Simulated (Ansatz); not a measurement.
## TiC: geometry relaxation (part 3 of 3)

The same run, continued: TiC (disordered cell, 18 atoms in the cell); DFT PBE, scalar-relativistic, plane waves, PAW, no spin polarisation (Ansatz 0.2.0); cutoff 420 eV, 2×2×2 k-mesh, Gaussian smearing of 0.1 eV. It belongs to a series of runs on one base structure; here: the last frame of the dynamics.

Geometry of the input (Å; fractional positions):
```
5.9470  0.1677  -0.0467
0.1677  5.6386  0.0273
-0.0467  0.0273  5.9000
Ti 0.5415  0.5932  0.1736
Ti 0.6377  0.6833  0.6428
Ti 0.2867  0.1068  0.1520
Ti 0.7500  0.0081  0.2555
Ti 0.9598  0.3403  0.5070
Ti 0.0668  0.6299  0.0651
Ti 0.4087  0.1812  0.6631
Ti 0.8973  0.0187  0.8200
Ti 0.1903  0.7215  0.5223
C  0.2970  0.4155  0.3477
C  0.9751  0.2784  0.0609
C  0.5648  0.9124  0.9543
C  0.4299  0.9047  0.4058
C  0.8622  0.6604  0.3540
C  0.3391  0.8048  0.8832
C  0.7386  0.3292  0.0048
C  0.6968  0.3496  0.7667
C  0.1309  0.2991  0.8618
```

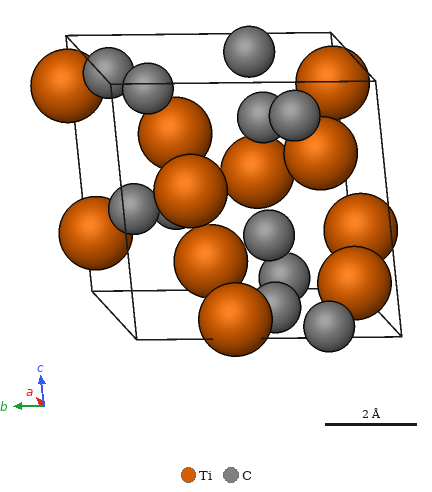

Figure 1. The geometry at step 8 of the log (spheres-only view of the cell of the calculation, seen at an oblique angle).

Trajectory as extended XYZ, continued:
```
18
Lattice="5.8824 0.2407 0.0932 0.2289 5.9195 0.1630 0.0875 0.1670 5.7088" Properties=species:S:1:pos:R:3:forces:R:3 step=3 energy=-24760.52923 pressure_GPa=0.50
Ti    3.3311    3.7523    1.1722    0.0045   0.0601   0.3748
Ti    3.9788    4.3444    3.9345    0.1953  -0.3209   0.1328
Ti    1.7405    0.7744    0.9720    0.2149   0.0022  -0.2472
Ti    4.4735    0.1926    1.5427    0.2580  -0.1025   0.4414
Ti    5.7746    2.3456    2.8845   -0.1503   0.1027  -0.1391
Ti    0.5967    3.5908    0.4241    0.3183   0.3370  -0.0195
Ti    2.5257    1.2418    3.7872   -0.0180   0.2148  -0.0499
Ti    5.3232    0.5414    4.7335   -0.2468  -0.0304   0.0233
Ti    1.2703    4.4263    3.2101   -0.3848  -0.1265   0.0141
C     1.8768    2.6359    2.1540   -0.1963  -0.1276  -0.2701
C     5.7759    1.8142    0.4902   -0.1988  -0.1974   0.1754
C     3.5622    5.7162    5.5703   -0.5929  -0.0588  -0.3881
C     2.8540    5.4969    2.5702    0.3322   0.1170  -0.1304
C     5.2475    4.2174    2.2245    0.1763  -0.0947  -0.0893
C     2.2662    5.0268    5.2787    0.3345   0.0295   0.4456
C     4.4018    2.1567    0.1496   -0.2344   0.3635   0.1459
C     4.2154    2.3646    4.4233    0.0582  -0.2264  -0.4376
C     0.8990    1.8821    4.9181    0.1300   0.0582   0.0178
18
Lattice="5.8798 0.2607 0.1323 0.2493 5.8898 0.2342 0.1249 0.2398 5.7751" Properties=species:S:1:pos:R:3:forces:R:3 step=4 energy=-24760.74546 pressure_GPa=-0.07
Ti    3.3973    3.7862    1.3542   -0.0419  -0.1778  -0.1554
Ti    4.0392    4.3249    4.1269    0.0963   0.1396   0.0886
Ti    1.7758    0.7741    0.9584   -0.1733   0.1201   0.1315
Ti    4.5624    0.2311    1.7050   -0.1341   0.1963  -0.3541
Ti    5.7853    2.3593    2.9220    0.1505  -0.1462  -0.0366
Ti    0.6849    3.6127    0.4896   -0.0889  -0.1872  -0.0338
Ti    2.5063    1.3053    3.8151   -0.1584   0.0160  -0.0004
Ti    5.2831    0.6136    4.8673   -0.0236  -0.0739   0.3106
Ti    1.2724    4.4164    3.3208    0.0464  -0.0547   0.0255
C     1.8750    2.6294    2.1543   -0.1315   0.0481   0.0138
C     5.7019    1.8782    0.5117    0.1942  -0.1408  -0.0024
C     3.5865    5.7850    5.6866   -0.0273  -0.0316  -0.0282
C     2.9202    5.5058    2.7066    0.0673  -0.0584   0.1424
C     5.3138    4.2337    2.3561   -0.0195   0.1697   0.0801
C     2.3678    5.0258    5.5234   -0.0298   0.3352  -0.1081
C     4.3609    2.2952    0.0666   -0.6345   0.1196   0.2384
C     4.2289    2.3416    4.3910    0.4458  -0.1347   0.1792
C     0.9111    1.9677    5.0137    0.4621  -0.1392  -0.4912
18
Lattice="5.8718 0.2548 0.1165 0.2446 5.8614 0.2779 0.1080 0.2860 5.7775" Properties=species:S:1:pos:R:3:forces:R:3 step=5 energy=-24760.73270 pressure_GPa=-0.03 accepted=F
Ti    3.3696    3.7671    1.3602   -0.0175   0.1372   0.1759
Ti    4.0317    4.3387    4.1556    0.1401  -0.1657   0.1572
Ti    1.7492    0.7959    0.9610    0.1532  -0.0218   0.0682
Ti    4.5058    0.2624    1.6494    0.0688  -0.0408   0.2315
Ti    5.7671    2.3258    2.9231   -0.0328   0.2951   0.1097
Ti    0.6561    3.5746    0.5387    0.1105   0.2810  -0.2270
Ti    2.5336    1.3385    3.8054   -0.0765  -0.1346  -0.0431
Ti    5.2829    0.6124    4.9255    0.0112  -0.0379  -0.5460
Ti    1.2584    4.3942    3.3719   -0.0206   0.0245  -0.0406
C     1.8402    2.6340    2.1618    0.0786  -0.0894  -0.0336
C     5.7330    1.8637    0.4657    0.0673   0.0518   0.3706
C     3.5494    5.7969    5.7240    0.0050   0.0866  -0.0515
C     2.8950    5.4888    2.7482   -0.0540  -0.0332  -0.0928
C     5.2849    4.2378    2.3816    0.0684  -0.1654   0.0139
C     2.2922    5.1183    5.5215   -0.0017  -0.3314   0.1514
C     4.3298    2.2639    0.1226    0.6262  -0.1298  -0.5135
C     4.2925    2.3517    4.4292   -0.6193   0.1256  -0.1601
C     0.9409    2.0194    4.9496   -0.5066   0.1483   0.4298
18
Lattice="5.8804 0.2656 0.1256 0.2546 5.8757 0.2640 0.1173 0.2711 5.7700" Properties=species:S:1:pos:R:3:forces:R:3 step=6 energy=-24760.81393 pressure_GPa=-0.00
Ti    3.3944    3.7740    1.3642   -0.0173  -0.0013   0.0018
Ti    4.0516    4.3442    4.1501    0.0754   0.0105   0.0860
Ti    1.7562    0.7851    0.9649    0.0111   0.0312   0.0652
Ti    4.5248    0.2594    1.6687    0.0319   0.0756  -0.0911
Ti    5.7837    2.3598    2.9191   -0.0006   0.0232  -0.0001
Ti    0.6834    3.6033    0.5120   -0.0190  -0.0167  -0.0589
Ti    2.5131    1.3237    3.8114   -0.0396  -0.0377   0.0085
Ti    5.2938    0.6303    4.8777    0.0025   0.0285   0.0458
Ti    1.2731    4.4046    3.3486    0.0079  -0.0097  -0.0011
C     1.8620    2.6326    2.1570   -0.0223  -0.0174  -0.0165
C     5.7246    1.8802    0.4986    0.0614  -0.0562   0.0185
C     3.5868    5.8076    5.7172   -0.0036   0.0205  -0.0277
C     2.9144    5.4983    2.7388    0.0164  -0.0535   0.0039
C     5.3112    4.2522    2.3703    0.0200   0.0006   0.0507
C     2.3516    5.0861    5.5336   -0.0782  -0.0246  -0.0240
C     4.3596    2.2796    0.0893   -0.2454   0.0696   0.0473
C     4.2520    2.3574    4.4019    0.0899  -0.0479   0.0094
C     0.9213    2.0030    4.9821    0.1095   0.0053  -0.1175
18
Lattice="5.8655 0.2713 0.1217 0.2596 5.8787 0.2859 0.1129 0.2942 5.7668" Properties=species:S:1:pos:R:3:forces:R:3 step=7 energy=-24760.82054 pressure_GPa=-0.03
Ti    3.3885    3.7848    1.3841   -0.0118  -0.0080  -0.0090
Ti    4.0675    4.3662    4.1833   -0.0426   0.0197  -0.0249
Ti    1.7502    0.7954    0.9648    0.0111  -0.0094  -0.0055
Ti    4.5113    0.2768    1.6568    0.0172   0.0278  -0.0243
Ti    5.7597    2.3747    2.9132    0.0222  -0.0093   0.0140
Ti    0.6814    3.6122    0.5306    0.0075  -0.0208  -0.0663
Ti    2.5007    1.3237    3.8082    0.0039  -0.0591   0.0168
Ti    5.2968    0.6588    4.8742   -0.0824   0.0532   0.0353
Ti    1.2796    4.3969    3.3768   -0.0223  -0.0056  -0.0109
C     1.8563    2.6310    2.1595   -0.0414   0.0370  -0.0315
C     5.7080    1.8969    0.4898    0.0425  -0.0019   0.0525
C     3.5815    5.8347    5.7359   -0.0546   0.0072   0.0001
C     2.9105    5.4987    2.7585    0.0596  -0.0270   0.0171
C     5.3068    4.2743    2.3899   -0.0015  -0.0051   0.0043
C     2.3372    5.1198    5.5406    0.0397   0.0519   0.0600
C     4.3296    2.2853    0.0878   -0.0535  -0.0140  -0.0138
C     4.2308    2.3714    4.3959    0.1058   0.0009  -0.0070
C     0.9192    2.0555    4.9706    0.0007  -0.0376  -0.0068
18
Lattice="5.8737 0.2789 0.1240 0.2672 5.8773 0.2872 0.1150 0.2954 5.7623" Properties=species:S:1:pos:R:3:forces:R:3 step=8 energy=-24760.82319 pressure_GPa=0.04
Ti    3.3982    3.7885    1.3872    0.0064  -0.0242  -0.0106
Ti    4.0761    4.3709    4.1844    0.0147   0.0037  -0.0053
Ti    1.7556    0.7964    0.9687   -0.0269   0.0125  -0.0341
Ti    4.5209    0.2861    1.6613    0.0160   0.0060  -0.0123
Ti    5.7762    2.3819    2.9133    0.0158   0.0034  -0.0070
Ti    0.6880    3.6092    0.5201   -0.0027  -0.0068   0.0283
Ti    2.5099    1.3255    3.8054   -0.0230  -0.0084   0.0447
Ti    5.2940    0.6674    4.8766    0.0081  -0.0147   0.0061
Ti    1.2852    4.4027    3.3697   -0.0241   0.0034  -0.0144
C     1.8582    2.6376    2.1527    0.0194  -0.0068   0.0122
C     5.7175    1.9025    0.4945    0.0339  -0.0033   0.0058
C     3.5891    5.8420    5.7375    0.0115   0.0034  -0.0387
C     2.9289    5.4986    2.7609   -0.0295   0.0138   0.0235
C     5.3205    4.2802    2.3892    0.0098   0.0093  -0.0002
C     2.3484    5.1264    5.5481   -0.0084  -0.0248  -0.0113
C     4.3384    2.2934    0.0883   -0.0143  -0.0045   0.0010
C     4.2478    2.3767    4.3899   -0.0051   0.0106   0.0114
C     0.9233    2.0444    4.9675   -0.0016   0.0274   0.0009
18
Lattice="5.8770 0.2781 0.1239 0.2665 5.8747 0.2849 0.1150 0.2930 5.7635" Properties=species:S:1:pos:R:3:forces:R:3 step=9 energy=-24760.82354 pressure_GPa=-0.01
Ti    3.3999    3.7840    1.3842   -0.0018   0.0093   0.0015
Ti    4.0774    4.3677    4.1798    0.0057  -0.0065  -0.0030
Ti    1.7550    0.7958    0.9660    0.0069  -0.0083   0.0259
Ti    4.5225    0.2856    1.6590   -0.0058   0.0033   0.0130
Ti    5.7814    2.3795    2.9146    0.0006  -0.0015  -0.0047
Ti    0.6886    3.6067    0.5214    0.0028   0.0127  -0.0075
Ti    2.5094    1.3229    3.8115    0.0125   0.0008  -0.0254
Ti    5.2973    0.6641    4.8776   -0.0024   0.0003   0.0037
Ti    1.2825    4.4026    3.3660    0.0135  -0.0032   0.0147
C     1.8613    2.6349    2.1550    0.0010   0.0024  -0.0038
C     5.7223    1.9008    0.4953    0.0033  -0.0047   0.0001
C     3.5901    5.8354    5.7329    0.0037   0.0048   0.0049
C     2.9272    5.4973    2.7596   -0.0031   0.0031  -0.0110
C     5.3228    4.2774    2.3869   -0.0085  -0.0020  -0.0013
C     2.3497    5.1177    5.5447   -0.0060   0.0001   0.0045
C     4.3420    2.2900    0.0901   -0.0057  -0.0085  -0.0045
C     4.2514    2.3746    4.3928   -0.0157  -0.0031  -0.0169
C     0.9229    2.0434    4.9688   -0.0011   0.0009   0.0099
18
Lattice="5.8770 0.2781 0.1239 0.2665 5.8747 0.2849 0.1150 0.2930 5.7635" Properties=species:S:1:pos:R:3:forces:R:3 step=10 energy=-24760.84062 pressure_GPa=0.12
Ti    3.3999    3.7840    1.3842   -0.0013   0.0092   0.0019
Ti    4.0774    4.3677    4.1798    0.0060  -0.0066  -0.0018
Ti    1.7550    0.7958    0.9660    0.0071  -0.0067   0.0264
Ti    4.5225    0.2856    1.6590   -0.0055   0.0032   0.0136
Ti    5.7814    2.3795    2.9146    0.0004  -0.0016  -0.0052
Ti    0.6886    3.6067    0.5214    0.0023   0.0118  -0.0082
Ti    2.5094    1.3229    3.8115    0.0139   0.0005  -0.0254
Ti    5.2973    0.6641    4.8776   -0.0017   0.0025   0.0052
Ti    1.2825    4.4026    3.3660    0.0127  -0.0042   0.0142
C     1.8613    2.6349    2.1550    0.0009   0.0013  -0.0046
C     5.7223    1.9008    0.4953    0.0029  -0.0055  -0.0027
C     3.5901    5.8354    5.7329    0.0046   0.0034   0.0036
C     2.9272    5.4973    2.7596   -0.0033   0.0039  -0.0102
C     5.3228    4.2774    2.3869   -0.0080  -0.0018  -0.0011
C     2.3497    5.1177    5.5447   -0.0070   0.0009   0.0049
C     4.3420    2.2900    0.0901   -0.0053  -0.0084  -0.0049
C     4.2514    2.3746    4.3928   -0.0168  -0.0026  -0.0165
C     0.9229    2.0434    4.9688   -0.0018   0.0009   0.0109
18
Lattice="5.8724 0.2816 0.1282 0.2697 5.8807 0.2939 0.1191 0.3023 5.7651" Properties=species:S:1:pos:R:3:forces:R:3 step=11 energy=-24760.84134 pressure_GPa=0.01
Ti    3.4020    3.7923    1.3942    0.0019  -0.0123  -0.0013
Ti    4.0819    4.3796    4.1927   -0.0006   0.0163   0.0060
Ti    1.7554    0.7999    0.9687    0.0012  -0.0041   0.0007
Ti    4.5207    0.2912    1.6655    0.0095   0.0110  -0.0021
Ti    5.7788    2.3883    2.9207   -0.0059  -0.0030  -0.0086
Ti    0.6917    3.6125    0.5267    0.0031   0.0009   0.0074
Ti    2.5109    1.3287    3.8121    0.0106   0.0110   0.0095
Ti    5.2973    0.6764    4.8855    0.0084   0.0026   0.0042
Ti    1.2865    4.4077    3.3770   -0.0138  -0.0085  -0.0087
C     1.8625    2.6399    2.1577   -0.0010   0.0102  -0.0012
C     5.7179    1.9087    0.4994    0.0030  -0.0097   0.0024
C     3.5957    5.8525    5.7456   -0.0097  -0.0178  -0.0134
C     2.9284    5.5059    2.7712    0.0073  -0.0058  -0.0047
C     5.3231    4.2878    2.3973    0.0071   0.0052   0.0084
C     2.3552    5.1355    5.5583   -0.0075   0.0034  -0.0051
C     4.3356    2.2927    0.0939   -0.0142   0.0089   0.0083
C     4.2489    2.3852    4.3983   -0.0032  -0.0071  -0.0008
C     0.9271    2.0587    4.9712    0.0040  -0.0012  -0.0010
18
Lattice="5.8724 0.2816 0.1282 0.2697 5.8807 0.2939 0.1191 0.3023 5.7651" Properties=species:S:1:pos:R:3:forces:R:3 step=12 energy=-24760.84169 pressure_GPa=0.01
Ti    3.4020    3.7923    1.3942    0.0019  -0.0122  -0.0012
Ti    4.0819    4.3796    4.1927   -0.0006   0.0163   0.0060
Ti    1.7554    0.7999    0.9687    0.0011  -0.0042   0.0007
Ti    4.5207    0.2912    1.6655    0.0095   0.0110  -0.0021
Ti    5.7788    2.3883    2.9207   -0.0059  -0.0031  -0.0086
Ti    0.6917    3.6125    0.5267    0.0031   0.0010   0.0074
Ti    2.5109    1.3287    3.8121    0.0106   0.0109   0.0095
Ti    5.2973    0.6764    4.8855    0.0084   0.0025   0.0042
Ti    1.2865    4.4077    3.3770   -0.0138  -0.0084  -0.0087
C     1.8625    2.6399    2.1577   -0.0010   0.0102  -0.0012
C     5.7179    1.9087    0.4994    0.0029  -0.0097   0.0024
C     3.5957    5.8525    5.7456   -0.0096  -0.0178  -0.0134
C     2.9284    5.5059    2.7712    0.0073  -0.0058  -0.0047
C     5.3231    4.2878    2.3973    0.0071   0.0052   0.0084
C     2.3552    5.1355    5.5583   -0.0076   0.0034  -0.0051
C     4.3356    2.2927    0.0939   -0.0142   0.0089   0.0083
C     4.2489    2.3852    4.3983   -0.0032  -0.0072  -0.0009
C     0.9271    2.0587    4.9712    0.0040  -0.0011  -0.0009
```

Results in brief:

| quantity | value |
| --- | --- |
| outcome | converged |
| electrons treated | 144 |
| free energy | −24760.8417 eV |
| Fermi energy | 13.831 eV |
| gap on the k-point mesh | 0.09 eV |
| pressure | 0.01 GPa |
| final volume | 198.06 Å³ |
| largest force (length of the vector) at the end | 0.024 eV/Å |
| hardware | 2 threads of Intel Xeon @ 2.50GHz (Skylake/Cascade Lake), 189 GiB of memory available, shared host |
| wall time | 2.1 min (CPU time 3.9 min) |
| peak memory | 0.53 GiB |

Notes:

The k-point mesh is coarse (a preliminary or cheap run), so energies and forces are approximate. So coarse a mesh can miss the band edges, so the true gap of this method can be much smaller, or zero.
